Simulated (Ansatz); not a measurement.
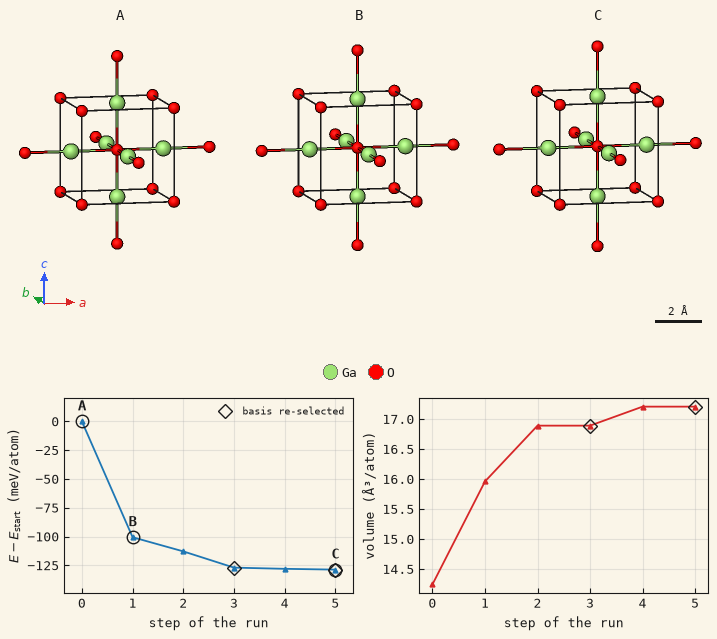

Frames of a relaxation of a crystal of Ga$_{3}$O$_{2}$ (a generated structure, set up in Pm-3m) (coarse preliminary run), marked on the history of the run. The picture is a ball-and-stick view of the cell of the calculation, seen slightly off an axis.

These are results of DFT PBE, scalar-relativistic, plane waves, PAW (Ansatz), not measurements.

Input
```yaml
crystal:
  lattice:
    - [4.14519823, 0.0, 0.0]
    - [0.0, 4.14519823, 0.0]
    - [0.0, 0.0, 4.14519823]
  atoms:
    - { symbol: Ga, position: [0.0, 0.5, 0.5] }
    - { symbol: Ga, position: [0.5, 0.0, 0.5] }
    - { symbol: Ga, position: [0.5, 0.5, 0.0] }
    - { symbol: O, position: [0.0, 0.0, 0.0] }
    - { symbol: O, position: [0.5, 0.5, 0.5] }
basis:
  ecutwfc: 420
kpoints:
  mp_grid: { grid: [4, 4, 4] }
hamiltonian:
  xc: pbe
scf:
  occupations: { method: gaussian, width: 0.1 }
  lower_state_search: "off"
output:
  forces: true
  stress: true
  eigenvalues: true
relax:
  adjacent_minimum: "off"
  f_tol: 0.04
  max_steps: 70
  cell: { stress_tol: 0.4 }
```

Launched with:
```bash
ansatz run input.yaml --threads 1 --pin off --max-ram 2560MiB --backend cpu --events-out ev --progress --plain --runs-dir out
```

Q: What happens along the run?

A: After 3 accepted moves (5 points after the start) the energy has fallen by 129 meV per atom. All forces vanish by symmetry, so only the cell relaxes. The pressure goes from 15.21 to 0.33 GPa. At 2 points the geometry stayed and the basis and grid were re-selected for the new cell (energy shift of 14.1 meV per atom at most each time). No atom moves by more than 0.005 Å relative to the cell. The volume changes by +20.8 %, with a = b = c 4.145 → 4.415 Å (+6.5 %). Among the contacts that change: Ga1–O5 2.073 → 2.207 Å. The space group stays Pm-3m (No. 221). The run took 11 s on 1 thread of Intel(R) Xeon(R) Platinum 8259CL CPU @ 2.50GHz (Skylake/Cascade Lake), with other jobs on the host, peak memory 0.39 GiB. From step 0 to 1: volume +12.0 %, energy −101 meV per atom. From step 1 to 5: volume +7.8 %, energy −28.1 meV per atom.

```csv
step,"E − E(0), meV/atom","pressure, GPa","volume, Å³/atom",note
0,0.00,15.21,14.245,
1,-100.53,4.78,15.961,
2,-112.82,0.30,16.892,
3,-126.91,1.43,16.892,"same geometry, new basis"
4,-127.95,0.32,17.209,
5,-128.65,0.33,17.209,"same geometry, new basis"
```

Limits of the set-up: the k-point mesh is coarse for a cell with partly filled bands.
